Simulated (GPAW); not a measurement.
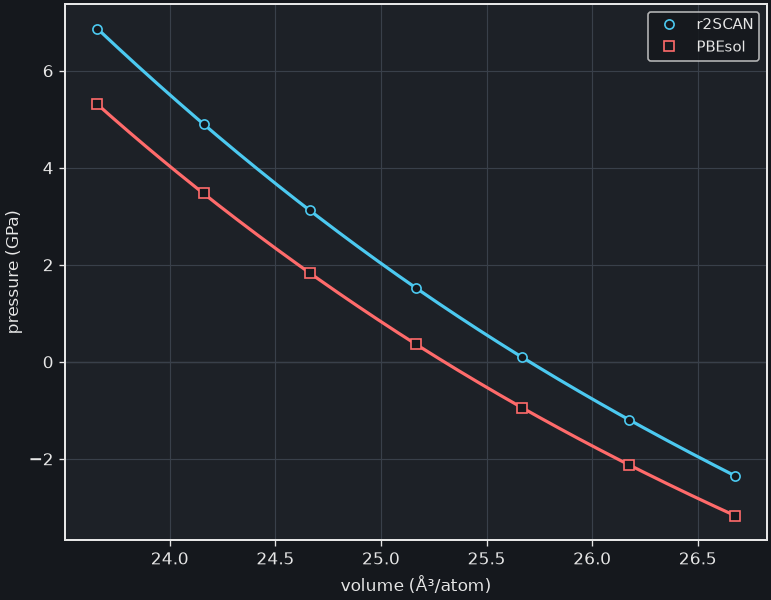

Pressure against volume, with one curve for each functional, for InP (space group F-43m).

Settings that differ: r2SCAN: potentials GPAW-PAW-data-sets-(gpaw-data-1.2.1); PBEsol: potentials PAW-data-sets-made-by gpaw-setup-for-the-functional.

The fitted equilibrium volumes, smallest first, are PBEsol 25.317, r2SCAN 25.723 Å³/atom. The fitted bulk moduli, smallest first, are PBEsol 67.5, r2SCAN 68.5 GPa. For r2SCAN, the pressure falls from 6.87 GPa at volume 23.66 Å³/atom to −2.35 GPa at 26.68 Å³/atom, and changes sign near 25.71 Å³/atom. For PBEsol, the pressure falls from 5.31 GPa at volume 23.66 Å³/atom to −3.17 GPa at 26.68 Å³/atom, and changes sign near 25.30 Å³/atom.

Calculation (GPAW 26.7.0): PAW DFT in plane waves, on a grid or in atomic orbitals, no spin polarisation; energies at scaled volumes of the given cell, shape and fractions fixed, counted from the fit's minimum, third-order Birch-Murnaghan fit. All runs: no spin polarisation.

| setting | value |
| --- | --- |
| k mesh | 8×8×8 |
| occupations | Fermi–Dirac |
| smearing width | 0.05 eV |
| wave cutoff | 600 eV |
